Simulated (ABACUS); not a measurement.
# BN: 7 runs along one coordinate

System: BN (P6₃mc, 4 atoms in the cell).
Method: Kohn-Sham DFT of a periodic cell, PBE, PseudoDojo NC SR 0.4.1 PBE standard, no spin polarisation (ABACUS 3.10.1).

The 7 runs differ only in the geometry, by an even scaling of the cell at fixed fractional positions. The structure derives from a Materials Project entry.

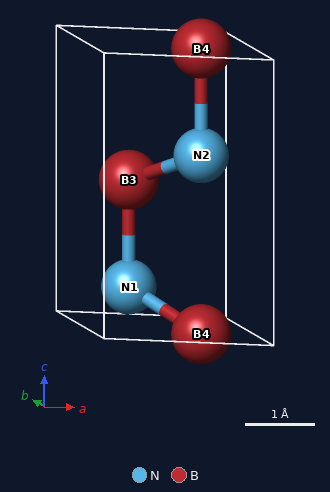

Figure 1. The structure of run 4 (ball-and-stick view of the cell of the calculation, seen slightly off an axis; atoms are numbered from 1 in the order of the input).

**Input file of run 4**
```
INPUT_PARAMETERS
suffix              BN
calculation         scf
basis_type          pw
pseudo_dir          ./
symmetry            1
dft_functional      pbe
ecutwfc             84
pseudo_rcut         10
nspin               1
nbands              12
ks_solver           dav
smearing_method     fd
smearing_sigma      0.00367493
scf_thr             1e-08
scf_nmax            100
mixing_type         broyden
mixing_beta         0.7
cal_force           1
cal_stress          1
kpar                4
```

**File STRU of run 4**
```
ATOMIC_SPECIES
N 14.0070 N.upf
B 10.8100 B.upf

LATTICE_CONSTANT
1.8897261246

LATTICE_VECTORS
2.5539396017 0.0000000000 0.0000000000
-1.2769698009 2.2117765748 0.0000000000
0.0000000000 0.0000000000 4.2268550000

ATOMIC_POSITIONS
Direct

N
0.0
2
0.3333333333 0.6666666667 0.1252760000 1 1 1
0.6666666667 0.3333333333 0.6252760000 1 1 1

B
0.0
2
0.3333333333 0.6666666667 0.4997240000 1 1 1
0.6666666667 0.3333333333 0.9997240000 1 1 1
```

**File KPT of run 4**
```
K_POINTS
0
Gamma
12 12 6 0 0 0
```

Command:
```bash
OMP_NUM_THREADS=1 mpirun -np 4 abacus > log
```

Lattice vectors (Å) and fractional positions of run 4:
```
   2.553940    0.000000    0.000000
  -1.276970    2.211777    0.000000
   0.000000    0.000000    4.226855
N   0.333333  0.666667  0.125276
N   0.666667  0.333333  0.625276
B   0.333333  0.666667  0.499724
B   0.666667  0.333333  0.999724
```

Run 5 differs from it as follows:
```diff
-2.5539396017 0.0000000000 0.0000000000
--1.2769698009 2.2117765748 0.0000000000
-0.0000000000 0.0000000000 4.2268550000
+2.5708536019 0.0000000000 0.0000000000
+-1.2854268010 2.2264245287 0.0000000000
+0.0000000000 0.0000000000 4.2548482330
```

**Results, with one run withheld**

```tsv
run	volume per atom (Å³)	free energy per atom, from the lowest run given (meV)	pressure (GPa)	gap on the mesh (eV)
1	5.611	26.38	25.22	5.18
2	5.730	11.12	15.86	5.21
3	5.850	2.53	7.33	5.24
4	5.969	0.00	−0.42	5.27
5	6.088	?	?	?
6	6.208	11.00	−13.91	5.32
7	6.327	23.58	−19.76	5.34
```

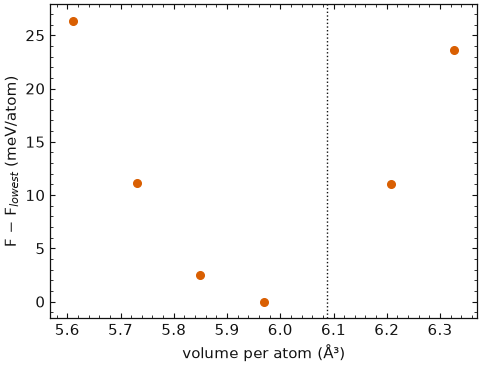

Figure 2. Free energy per atom of the runs given; the dotted line marks run 5.

What should run 5 give?

A cubic polynomial in V^(−2/3) (the Birch–Murnaghan form), fitted to the 6 runs given, misses them by at most 0.03 meV per atom. With x = V^(−2/3) − 0.30488 Å⁻², it reads F = 0.078715 + 251.9 x + 1.6806e+05 x² − 85733 x³ (meV per atom). At run 5 it gives 2.96 meV per atom, and the run itself gives 2.99. The slope of the fit gives a pressure −dF/dV of −7.47 GPa there, and the run prints −7.48 GPa. The fit has its minimum at 5.962 Å³ per atom, where V d²F/dV² gives 372 GPa. Cell shape and fractional positions are held, so this is the stiffness under even scaling; the relaxed bulk modulus wasn't computed. The gap on the mesh goes, without turning, from 5.18 eV in run 1 to 5.34 eV in run 7; run 5 has 5.30 eV. These are gaps of this functional on this mesh, which can miss the band edges; they aren't the measured gap.

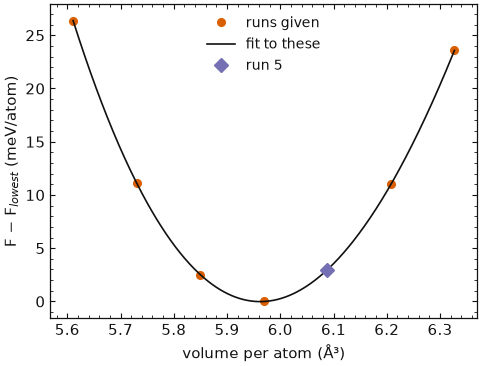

Figure 3. The fit and the withheld run.

**Some lines of the output (run 5)**
```
[...]
                          Volume (Bohr^3) = 164.349
                             Volume (A^3) = 24.3539
 E_Fermi        0.7998613455         10.8826719087
 E_Fermi        1.0485174357         14.2658115780
 E_Fermi        0.8802587793         11.9765351129
 E_Fermi        0.8902912048         12.1130332639
 E_Fermi        0.8903588269         12.1139533099
 E_Fermi        0.8905494515         12.1165468917
 E_KS(sigma->0) -53.6052739583       -729.3371686832
 E_Fermi        0.8905467736         12.1165104569
 final etot is -729.33716868 eV
 EFERMI = 12.116510457 eV
 TOTAL-PRESSURE: -74.817947 KBAR
 !FINAL_ETOT_IS -729.3371686832290379 eV
```
